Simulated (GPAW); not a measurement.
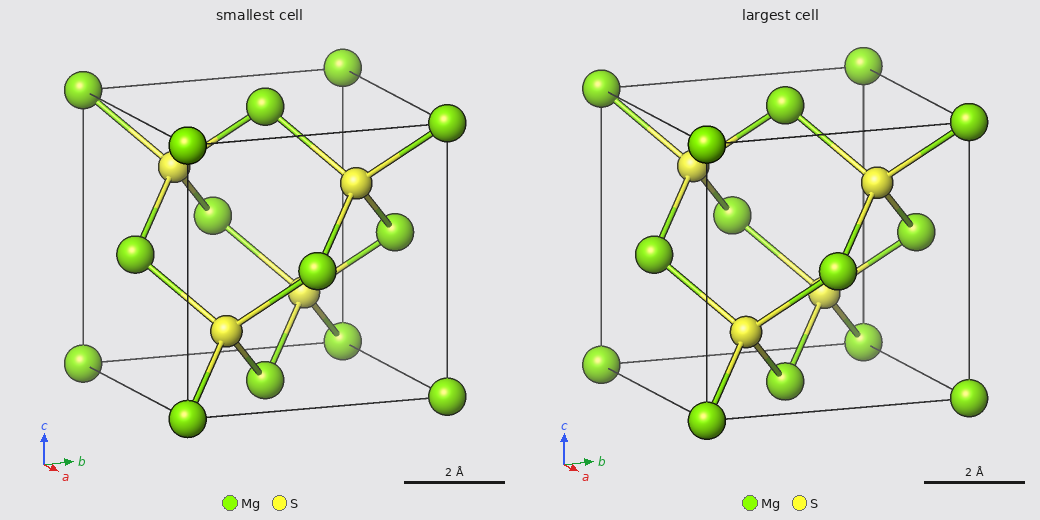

MgS, zinc blende type, space group F-43m (No. 216), relaxed (cell and atoms, zero pressure) with five choices of dispersion term on top of PBEsol; the smallest and the largest of the relaxed conventional cells are drawn to one scale (sticks follow a distance rule). The start was a structure listed in the Materials Project. It needn't be the stable form of this composition.

Alike in all runs: GPAW 26.7.0; functional PBEsol; potentials PAW data sets generated in the run's folder for this functional; cutoff 800 eV; k mesh 8 × 8 × 8 on the run's cell of 2 atoms; occupations fermi-dirac, width 0.05 eV; no spin polarisation; no spin-orbit coupling.

| level | volume (Å³/atom) | a (Å) | gap (eV) |
| --- | --- | --- | --- |
| D3(BJ)-ATM | 22.00 | 5.604 | 3.44 |
| D4 | 22.23 | 5.624 | 3.39 |
| D3(BJ) | 21.93 | 5.598 | 3.46 |
| none | 22.59 | 5.654 | 3.31 |
| D3 | ? | ? | ? |

What does D3 give?

Volume 22.06 Å³/atom; a 5.609 Å; gap 3.43 eV. That is between D3(BJ)-ATM and D4 in volume.

Order the levels by the relaxed volume, smallest first.

D3(BJ) (21.93 Å³/atom), D3(BJ)-ATM (22.00 Å³/atom), D3 (22.06 Å³/atom), D4 (22.23 Å³/atom), none (22.59 Å³/atom). Rows within a few tenths of a per cent can't be told apart.

Gaps are the least found on the k-mesh, which can miss the band edges.

Caveat: later steps reuse the first step's grids; semilocal functionals give gaps below the measured ones.
